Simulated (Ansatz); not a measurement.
System: Ti.

```yaml
crystal:
  lattice:
    - [0.00000, 5.02327, 0.00000]
    - [-2.90019, 0.00000, 0.00000]
    - [0.00000, 0.00000, 9.18162]
  atoms:
    - { symbol: Ti, position: [0.33333, 0.07275, 0.12500] }
    - { symbol: Ti, position: [0.83333, 0.57275, 0.12500] }
    - { symbol: Ti, position: [0.33333, 0.92725, 0.62500] }
    - { symbol: Ti, position: [0.83333, 0.42725, 0.62500] }
    - { symbol: Ti, position: [0.16667, 0.55820, 0.37500] }
    - { symbol: Ti, position: [0.66667, 0.05820, 0.37500] }
    - { symbol: Ti, position: [0.16667, 0.44180, 0.87500] }
    - { symbol: Ti, position: [0.66667, 0.94180, 0.87500] }
```

Space group Cc; not relaxed (largest force 0.3 eV/Å); computed without spin polarisation; PAW files of the earlier set (soft_1).

Level of theory: DFT PBEsol, scalar-relativistic, plane waves, PAW (Ansatz 0.2.0).

> What will maps of the valence pseudo-density and electron localisation function show?

Ti–Ti (2.67 Å): ρ at the midpoint is about 0.23 e/Å³; the ELF is about 0.15 at the midpoint (no localised pair shows between them).
Ti–Ti (2.82 Å): the density is about 0.2 e/Å³ at the midpoint; the ELF is about 0.20 at the midpoint: no localised pair shows between them.
Ti–Ti (2.86 Å): ρ at the midpoint is about 0.2 e/Å³; the ELF is about 0.20 at the midpoint (no localised pair shows between them).
The ELF has a maximum of about 0.70 in the space between the atoms, 1.7 Å from four Ti atoms, on no atom or two-centre bond.

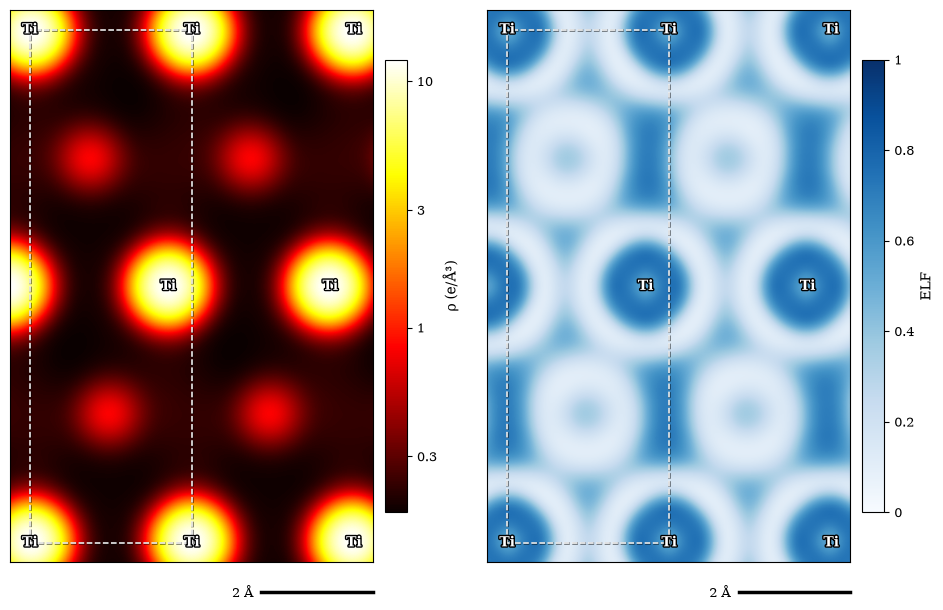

Computed valence pseudo-density and electron localisation function on the (100) plane of the conventional cell, in this order. Atoms just off the plane (Ti, 0.8 Å away) can leave unmarked features too.
